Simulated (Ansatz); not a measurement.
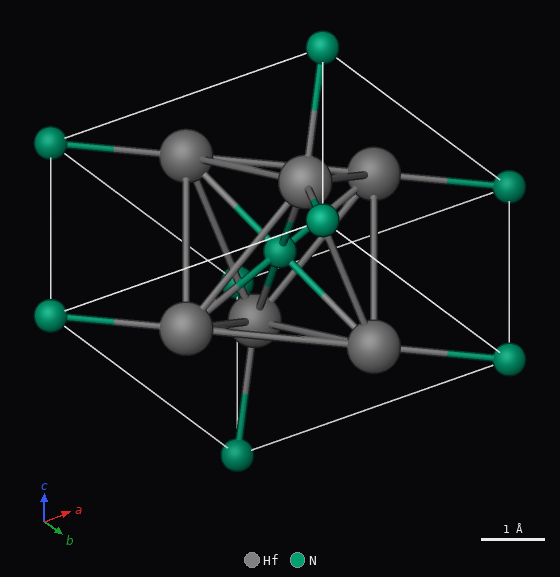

Reference structure: crystalline Hf$_{2}$N (set up in P4_2/mnm). Style: ball-and-stick. Shown: the cell of the calculation, from a free direction.

Theory: DFT PBEsol, scalar-relativistic, plane waves, PAW in Ansatz. (plane-wave cutoff 420 eV; k-point mesh 8 × 8 × 12; occupations gaussian; smearing width 0.1 eV; no spin polarisation)

The variant: The crystal is put under a hydrostatic pressure of 10 GPa. Cell and atoms are relaxed at that pressure.

Input file:
```yaml
crystal:
  lattice:
    - [5.2144539364, 0.0, 0.0]
    - [0.0, 5.2144539364, 0.0]
    - [0.0, 0.0, 3.1817220241]
  atoms:
    - { symbol: Hf, position: [0.2951022971, 0.2951022971, 0.0] }
    - { symbol: Hf, position: [0.7048977029, 0.7048977029, 0.0] }
    - { symbol: Hf, position: [0.7951022971, 0.2048977029, 0.5] }
    - { symbol: Hf, position: [0.2048977029, 0.7951022971, 0.5] }
    - { symbol: "N", position: [0.0, 0.0, 0.0] }
    - { symbol: "N", position: [0.5, 0.5, 0.5] }
basis:
  ecutwfc: 420
kpoints:
  mp_grid: { grid: [8, 8, 12] }
hamiltonian:
  xc: pbesol
scf:
  occupations: { method: gaussian, width: 0.1 }
output:
  forces: true
  stress: true
  eigenvalues: true
relax:
  adjacent_minimum: "off"
  f_tol: 0.008
  max_steps: 50
  cell: { stress_tol: 0.08, p_target: 10.0 }
```

Launched with:
```bash
ansatz run input.yaml --threads 1 --pin off --max-ram 2560MiB --backend cpu --events-out ev --progress --plain --runs-dir out
```

### Predict the response.

Energy change: +19.5 meV per atom. Pressure: 0.0 GPa before, 10.0 GPa after. Both are metals. The volume changes by −4.3 %, with a = b 5.296 → 5.215 Å (−1.5 %), c 3.227 → 3.183 Å (−1.4 %). The largest moves relative to the cell, 0.005 Å, are those of Hf1, Hf2, Hf3 and Hf4. Hf1 goes along [−1 −1 0]. N stays in place. Among the bonded contacts that change: Hf–Hf 3.138 → 3.091 Å, Hf–Hf 3.227 → 3.183 Å, Hf–N 2.213 → 2.175 Å, Hf–Hf 3.064 → 3.026 Å. The space group stays P4_2/mnm (No. 136).

The changed structure in the same view:

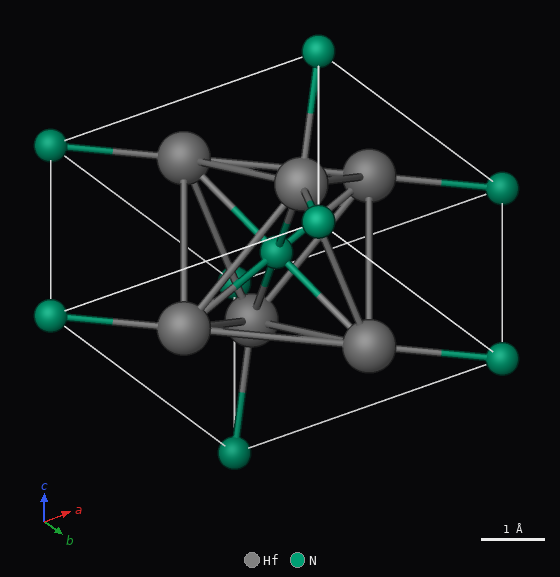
